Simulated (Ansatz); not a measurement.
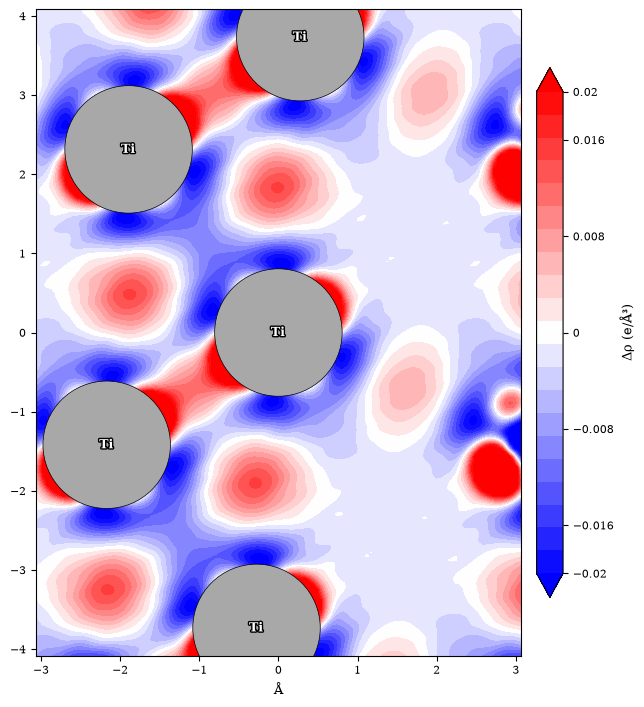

Ti2O3. Difference of the valence pseudo-densities of two functionals at the same geometry, on the (101̄) plane of the calculation cell: r2SCAN less PBEsol.

Both computed with Ansatz (plane waves, PAW), on the same k-point mesh. Grey discs cover the atomic cores.

```
CELL_PARAMETERS angstrom
2.57450 1.48639 4.54733
-2.57450 1.48639 4.54733
0.00000 -2.97278 4.54733
ATOMIC_POSITIONS crystal
Ti 0.84500 0.84500 0.84500
Ti 0.65500 0.65500 0.65500
Ti 0.15500 0.15500 0.15500
Ti 0.34500 0.34500 0.34500
O 0.06700 0.43300 0.75000
O 0.75000 0.06700 0.43300
O 0.43300 0.75000 0.06700
O 0.93300 0.56700 0.25000
O 0.25000 0.93300 0.56700
O 0.56700 0.25000 0.93300
```

### Where does the change of functional move the electrons?

Against PBEsol, r2SCAN gives less density around Ti (−0.009 e/Å³ on average at 1.1 Å from the nucleus) and a change of +0.011 e/Å³ at the midpoint of Ti–Ti.
